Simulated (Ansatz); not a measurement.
## Two runs on HfS2

System: HfS2 (3 atoms in the cell).
Method of run 1: DFT, PBE, plane waves, PAW, no spin polarisation (Ansatz 0.2.0).

The structure derives from a Materials Project entry. The geometry comes from this level: r2scan-rvv10 (a point of a series of strains). Text and figures count atoms from 1; the logs count them from 0 in places.

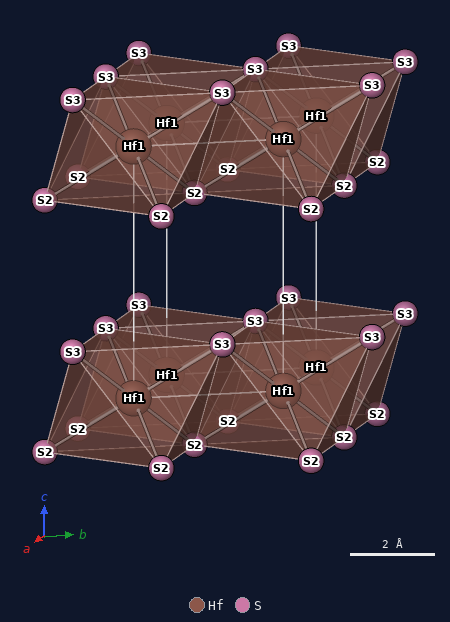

The structure as given in the input (polyhedral view of the cell of the calculation, seen slightly off an axis; polyhedra are completed across the faces of the cell; atoms are numbered from 1 in the order of the input).

**The input, run 1**
```yaml
crystal:
  lattice:
    - [3.7761808978, 0.0, 0.0]
    - [-1.8880904489, 3.2702685868, 0.0]
    - [0.0, 0.0, 6.1150302787]
  atoms:
    - { symbol: Hf, position: [0.0, 0.0, 0.0] }
    - { symbol: S, position: [0.6666666667, 0.3333333333, 0.774746721] }
    - { symbol: S, position: [0.3333333333, 0.6666666667, 0.225253279] }
kpoints:
  mp_grid: { grid: [12, 12, 4] }
  band_path:
    path:
      - [0.0, 0.0, 0.0]
      - [0.5, 0.0, 0.0]
      - [0.3333333333, 0.3333333333, 0.0]
      - [0.0, 0.0, 0.5]
      - [0.5, 0.0, 0.5]
      - [0.3333333333, 0.3333333333, 0.5]
      - [0.0, 0.25, 0.25]
      - [-0.072917, 0.145833, 0.0]
      - [0.0, 0.5, 0.5]
    npoints: 1
hamiltonian:
  xc: pbe
scf:
  occupations: { method: fermi_dirac, width: 0.02 }
  n_extra_bands: 4
output:
  forces: true
  stress: true
  eigenvalues: true
```

Launched with:
```bash
ansatz run input.yaml --threads 4 --pin off --max-ram 5529MiB --backend cpu --events-out ev --progress --plain --runs-dir out
```

Hardware: 4 threads of Arm Neoverse V1, 24 GiB of memory available, shared host.

**Output, shortened to warnings, some set-up lines, iterations and results (run 1)**
```
Basis set: ecut = 420 eV, 1473 PW (Γ), exchange–correlation on 54×54×90 points (8 copies of the dense FFT grid, shifted against one another)
Symmetry: 12 space group operations
k-points: 69 of 576
Initial density: superposition of atomic densities (neutral atoms: chi_scale 0, normalization atom), corrected by the library's trained network
[...]
SCF iter   1: F=—  HF=-17530.128815 eV  |F-HF|=—  |Δ(HF+E_count)|=         —  Δρ=1.53e-3  dr2=1.04e-3  ethr=1.77e-3  ⟨swp⟩=6.0  Hψ=6844  notcnv=0
SCF iter   2: F=—  HF=-17530.128317 eV  |F-HF|=—  |Δ(HF+E_count)|=   4.99e-4  Δρ=8.60e-4  dr2=3.07e-4  ethr=2.74e-6  ⟨swp⟩=2.5  Hψ=3525  notcnv=0
SCF iter   3: F=—  HF=-17530.128631 eV  |F-HF|=—  |Δ(HF+E_count)|=   3.14e-4  Δρ=1.54e-4  dr2=2.34e-5  ethr=8.07e-7  ⟨swp⟩=2.0  Hψ=2732  notcnv=0
SCF iter   4: F=—  HF=-17530.128617 eV  |F-HF|=—  |Δ(HF+E_count)|=   1.37e-5  Δρ=1.01e-4  dr2=1.45e-5  ethr=6.17e-8  ⟨swp⟩=2.0  Hψ=2889  notcnv=0
SCF iter   5: F=—  HF=-17530.128628 eV  |F-HF|=—  |Δ(HF+E_count)|=   1.07e-5  Δρ=5.15e-5  dr2=3.09e-6  ethr=3.81e-8  ⟨swp⟩=2.0  Hψ=2620  notcnv=0
SCF iter   6: F=—  HF=-17530.128630 eV  |F-HF|=—  |Δ(HF+E_count)|=   1.94e-6  Δρ=1.95e-5  dr2=3.72e-7  ethr=8.14e-9  ⟨swp⟩=2.0  Hψ=2600  notcnv=0
SCF iter   7: F=-17530.128631 eV  HF=-17530.128631 eV  |F-HF|=4.94e-8  |Δ(HF+E_count)|=   8.21e-7  Δρ=6.42e-6  dr2=5.22e-8  ethr=2.63e-10  ⟨swp⟩=6.2  Hψ=7396  notcnv=0
SCF 1 converged in 7 iterations: F = -17530.128631 eV  dr2 = 5.22e-8
NSCF: frozen V_eff on 9 k-points
SCF converged after 7 iterations
Free energy (F): -17530.128631 eV
Harris-Foulkes:  -17530.128631 eV  (|F-HF|=4.94e-8)
Internal energy: -17530.128631 eV  (E = F + TS)
E sigma→0 (E₀):  -17530.128631 eV
Fermi energy:    8.054258 eV
--- Per-component energies (eV) ---
  E_band       = -275.711595
  E_kinetic    = 630.908335
  E_local      = -8649.522586  (includes V_loc(G=0)·N_el)
  E_nonlocal   = -1187.361034
  E_hartree    = 3976.316909
  E_xc         = -492.797128
  E_vxc        = -439.027661  (∫ρ·V_xc dr)
  E_paw        = -8126.694033  (= ΣΔE_a)
  E_vpaw       = 1416.669635  (= ΣTr[D̂ρ^β])
  E_aug_tail   = 0.000002  (compensation charges beyond the density's cutoff)
  E_ewald      = -3680.979096
  E_smearing   = -0.000000  (= −TS)
  E_closure    = -0.000000  (closes the sum)
  Σ components = -17530.128631   (vs F -17530.128631, Δ=0.00e0)
--- Forces (eV/Å), atoms counted from 1 ---
  atom   1  Hf     0.00000000    -0.00000000     0.00000000
  atom   2  S      0.00000000     0.00000000    -0.08104937
  atom   3  S      0.00000000    -0.00000000     0.08104937
  max |Σ_I F_I| component: 1.39e-17 eV/Å
--- Stress (GPa, compression-positive) ---
       -4.096463       0.000000      -0.000000
        0.000000      -4.096463       0.000000
        0.000000       0.000000       1.042414
  P = ⅓ Tr σ = -2.3835 GPa (-23.835 kbar)
```

The input of run 2 differs as follows (lines with − go, lines with + come):
```diff
-  xc: pbe
+  xc: r2scan
-  occupations: { method: fermi_dirac, width: 0.02 }
+  occupations: { method: fixed }
```

Predict how the results change.

The total energies belong to different methods, so their difference says nothing on which is more stable or more accurate. The gap on the mesh goes from 1.39 to 1.72 eV. The pressure goes from −2.38 to −3.65 GPa. The largest force goes from 0.081 to 0.032 eV/Å. The functional changes from PBE to r2SCAN. The number of SCF iterations is the same. The default cutoff goes from 420 to 500 eV with the change. The plane waves at Γ go from 1473 to 1883. On the same kind of shared host run 2 took about 2.2 times as long.

**Output, shortened to warnings, some set-up lines, iterations and results (run 2)**
```
Basis set: ecut = 500 eV, 1883 PW (Γ), exchange–correlation on 120×120×180 points (64 copies of the dense FFT grid, shifted against one another)
Symmetry: 12 space group operations
k-points: 69 of 576
Initial density: superposition of atomic densities (neutral atoms: chi_scale 0, normalization atom), corrected by the library's trained network
[...]
SCF iter   1: F=—  HF=-17550.010596 eV  |F-HF|=—  |Δ(HF+E_count)|=         —  Δρ=6.02e-3  dr2=2.17e-2  dr2_τ=6.25e-2  ethr=1.77e-3  ⟨swp⟩=5.0  Hψ=6109  notcnv=0  defer=126
SCF iter   2: F=—  HF=-17550.021929 eV  |F-HF|=—  |Δ(HF+E_count)|=   1.13e-2  Δρ=3.24e-3  dr2=1.06e-2  dr2_τ=7.82e-4  ethr=5.71e-5  ⟨swp⟩=2.0  Hψ=3594  notcnv=0  defer=132
SCF iter   3: F=—  HF=-17550.021175 eV  |F-HF|=—  |Δ(HF+E_count)|=   7.53e-4  Δρ=2.04e-3  dr2=2.97e-3  dr2_τ=2.02e-4  ethr=2.79e-5  ⟨swp⟩=2.0  Hψ=2721  notcnv=0  defer=135
SCF iter   4: F=—  HF=-17550.021556 eV  |F-HF|=—  |Δ(HF+E_count)|=   3.81e-4  Δρ=5.84e-4  dr2=3.82e-4  dr2_τ=1.05e-5  ethr=7.81e-6  ⟨swp⟩=2.9  Hψ=2985  notcnv=0  defer=135
SCF iter   5: F=—  HF=-17550.021565 eV  |F-HF|=—  |Δ(HF+E_count)|=   9.36e-6  Δρ=9.34e-5  dr2=1.31e-5  dr2_τ=3.08e-7  ethr=1.00e-6  ⟨swp⟩=2.0  Hψ=1984  notcnv=0  defer=118
SCF iter   6: F=—  HF=-17550.021579 eV  |F-HF|=—  |Δ(HF+E_count)|=   1.35e-5  Δρ=2.52e-5  dr2=1.31e-6  dr2_τ=7.56e-8  ethr=3.46e-8  ⟨swp⟩=2.0  Hψ=2626  notcnv=0  defer=1
SCF iter   7: F=-17550.021579 eV  HF=-17550.021579 eV  |F-HF|=1.81e-8  |Δ(HF+E_count)|=   1.30e-7  Δρ=6.04e-6  dr2=4.36e-8  dr2_τ=5.54e-9  ethr=2.63e-10  ⟨swp⟩=5.1  Hψ=8500  …
SCF 1 converged in 7 iterations: F = -17550.021579 eV  dr2 = 4.36e-8
NSCF: frozen V_eff on 9 k-points
SCF converged after 7 iterations
Free energy (F): -17550.021579 eV
Harris-Foulkes:  -17550.021579 eV  (|F-HF|=1.81e-8)
Internal energy: -17550.021579 eV  (E = F + TS)
E sigma→0 (E₀):  -17550.021579 eV
Fermi energy:    7.107496 eV
--- Per-component energies (eV) ---
  E_band       = -301.297767
  E_kinetic    = 630.419002
  E_local      = -8647.280091  (includes V_loc(G=0)·N_el)
  E_nonlocal   = -1192.207607
  E_hartree    = 3974.709908
  E_xc         = -465.539448
  E_vxc        = -480.143418  (∫ρ·V_xc dr)
  E_paw        = -8169.246237  (= ΣΔE_a)
  E_vpaw       = 1415.344940  (= ΣTr[D̂ρ^β])
  E_aug_tail   = 0.000001  (compensation charges beyond the density's cutoff)
  E_vtau       = 23.147057  (kinetic-family band-sum trace: ∫τ·v_τ [+ j·A + Jᵃ·Aᵃ] dr)
  E_ewald      = -3680.979096
  E_core_change = 0.101988  (= ΣΔE_core)
  E_smearing   = -0.000000  (= −TS)
  E_closure    = -0.000000  (closes the sum)
  Σ components = -17550.021579   (vs F -17550.021579, Δ=0.00e0)
--- Forces (eV/Å), atoms counted from 1 ---
  atom   1  Hf     0.00000000    -0.00000000     0.00000000
  atom   2  S      0.00000000     0.00000000     0.03249828
  atom   3  S      0.00000000    -0.00000000    -0.03249828
  max |Σ_I F_I| component: 1.85e-17 eV/Å
--- Stress (GPa, compression-positive) ---
       -5.300241       0.000000       0.000000
        0.000000      -5.300241       0.000000
        0.000000       0.000000      -0.338767
  P = ⅓ Tr σ = -3.6464 GPa (-36.464 kbar)
```

**The two runs side by side**

```tsv
quantity	run 1	run 2
outcome	converged	converged
free energy per atom (eV)	−5843.3762	−5850.0072
gap on the mesh (eV)	1.39	1.72
pressure (GPa)	−2.38	−3.65
largest force (eV/Å)	0.081	0.032
SCF iterations	7	7
irreducible k-points	69	69
plane waves at Γ	1473	1883
wall time (shared host)	2.5 s	5.3 s
```

For both runs: Spin–orbit coupling is left out, which matters for Hf.
